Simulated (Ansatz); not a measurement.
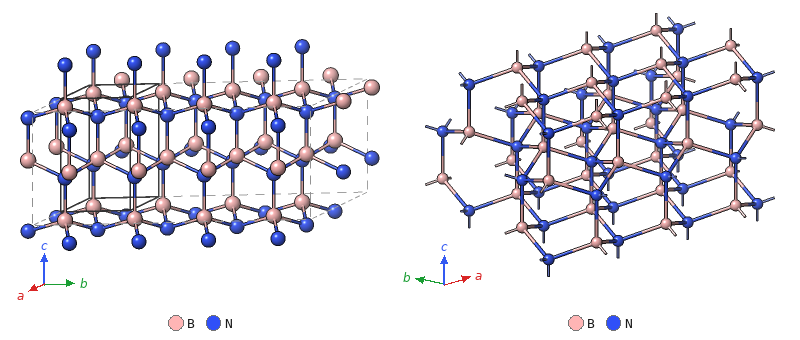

Left: the structure. Right: its underlying net. Nodes are coloured by element. Short stubs are edges that leave the cut-out.

BN (space group P6_3mc, No. 186): the geometry relaxed with Ansatz, DFT, LDA, plane waves, PAW.

Bonds are taken as B–N below 1.8 Å; no other contact counts. The graph is simplified in the usual way: terminal and isolated atoms are pruned, two-connected atoms become edges.

The result is a uninodal 4-connected, three-periodic net: B and N are 4-connected nodes. It is the lon net, known from lonsdaleite, wurtzite and tridymite. It is a single net, without interpenetration.

```csv
node,links,point symbol,coordination sequence
B and N,4,6⁶,4 12 25 44
```
